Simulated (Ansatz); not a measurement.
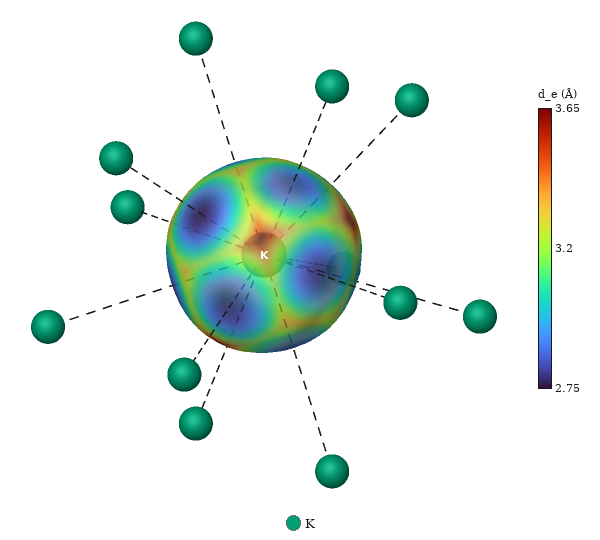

Hirshfeld surface computed for one K atom in K (C2/c, No. 15), coloured by d_e. Dashed lines lead to the closest neighbours outside.

The surface is where the fragment's share of the procrystal density (the sum of the densities of spherically averaged neutral Hartree-Fock atoms) equals one half. d_i and d_e are the distances from the surface to the nearest nucleus inside and outside.

Source of the atomic positions: the geometry relaxed with DFT, RPBE, plane waves (420 eV) with PAW, scalar-relativistic (Ansatz 0.2.0); the starting structure was generated, so it need not be a known form of this composition.

```yaml
crystal:
  lattice:
    - [4.83343, 0.00000, 0.00000]
    - [0.00000, 8.51236, 0.00000]
    - [-0.05070, 0.00000, 7.85588]
  atoms:
    - { symbol: K, position: [0.00000, 0.33668, 0.75000] }
    - { symbol: K, position: [0.50000, 0.16332, 0.25000] }
    - { symbol: K, position: [0.50000, 0.83668, 0.75000] }
    - { symbol: K, position: [0.00000, 0.66332, 0.25000] }
```

**What is the shortest distance from the fragment to an atom outside it?**

K–K, 4.81 Å.

**How is the surface shared among contacts (nearest atom inside ··· nearest atom outside)?**

K···K 100 %. The surface faces 12 neighbours with more than 2 % of its area each: 12 K.

**Give the size and shape of the surface.**

It encloses about 37.9 Å³, has an area of about 55 Å² and a globularity of 1.00 (1 for a sphere).
